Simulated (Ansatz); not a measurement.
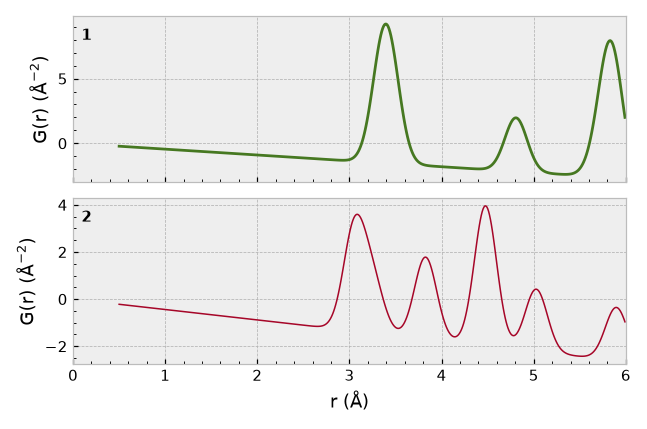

Simulated neutron pair distribution function, G(r) = R(r)/r − 4πρ₀r, summed over the atomic distances of the structure with each pair weighted by the product of the tabulated coherent neutron scattering lengths (natural isotope mix where the element has one); every distance is a Gaussian of σ = 0.12 Å. There is no Q-range truncation.

Candidate polymorphs:

A. 
Space group I4_1/amd:1 (No. 141). a = 5.904 Å, b = 5.904 Å, c = 3.259 Å, α = 90.00°, β = 90.00°, γ = 90.00°
| atom | site | symmetry | x | y | z |
| --- | --- | --- | --- | --- | --- |
| Sn | 4a | -4m2 | 0.5000 | 0.0000 | 0.7500 |

B. 
```xyz
2
Lattice="3.3505 0.0000 0.0000 -1.6753 2.9016 0.0000 0.0000 0.0000 5.7038" Properties=species:S:1:pos:R:3 pbc="T T T"
Sn    0.0000    1.9344    4.2779
Sn    1.6753    0.9672    1.4260
```

Origins: A, the input geometry of an electronic-structure calculation (not necessarily at equilibrium); B, the input geometry of an electronic-structure calculation (not necessarily at equilibrium); the starting structure was generated, so it need not be a known form of this composition.

> Match each curve to its structure.

curve 1 is B (Sn, first clear peaks at 3.39 Å (Sn–Sn) and 4.81 Å (Sn–Sn)); curve 2 is A (Sn, first clear peaks at 3.09 Å (Sn–Sn) and 3.83 Å (Sn–Sn)).
